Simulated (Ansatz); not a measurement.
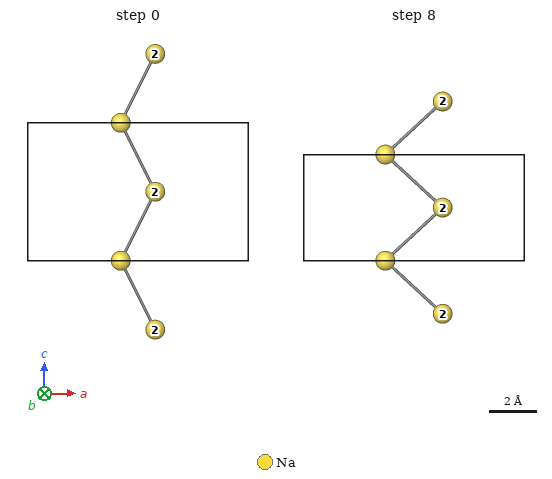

The structure of a wire of composition Na before (left) and after (right) a relaxation, at one scale.

A ball-and-stick model of the cell of the calculation, with the vacuum cut short, seen along the b axis.

Case: zigzag chain of atoms.

Theory: Ansatz, DFT r2SCAN, scalar-relativistic, plane waves, PAW.

Input file:
```yaml
crystal:
  lattice:
    - [10.5, 0.0, 0.0]
    - [0.0, 9.3, 0.0]
    - [0.0, 0.0, 5.9224372047]
  atoms:
    - { symbol: Na, position: [0.4294947952, 0.5, 0.0], spin: 0.5 }
    - { symbol: Na, position: [0.5705052048, 0.5, 0.5], spin: 0.5 }
basis:
  ecutwfc: 500
kpoints:
  mp_grid: { grid: [1, 1, 11] }
hamiltonian:
  xc: r2scan
scf:
  occupations: { method: gaussian, width: 0.05 }
output:
  forces: true
  stress: true
  eigenvalues: true
  populations: true
  write_density: true
  write_potential: true
  elf: true
  volumetric_format: npy
magnetization:
  spin_polarized: true
relax:
  adjacent_minimum: "off"
  f_tol: 0.01
  max_steps: 45
  cell: { fix: [a, b, alpha, beta, gamma], stress_tol: 0.03 }
```

Command:
```bash
ansatz run input.yaml --threads 2 --pin off --max-ram 5120MiB --backend cpu --events-out ev --progress --plain --runs-dir out
```

Summarise the run.

The largest moves relative to the layer's centre, 0.49 Å, are those of Na1 and Na2. Along the periodic axis the drawn cell goes c 5.922 → 4.559 Å (−23.0 %). Near-neighbour distances that change, for instance: Na1–Na2 3.311 → 3.355 Å. Among the angles between lasting bonds that change: Na2–Na1–Na2 126.9° → 85.6°. The energy falls by 0.124 eV per cell of the calculation in 7 accepted moves (8 points after the start). The largest force component goes from 0.11 to 0.00063 eV/Å. The SCF was repeated once at an unchanged geometry on a basis and grid sized afresh for the cell, which shifted the energy by 0.5 meV per cell of the calculation at most. The program noted that the starting moments weren't kept.

Limits of the set-up: the k-point mesh is coarse for a cell with partly filled bands.
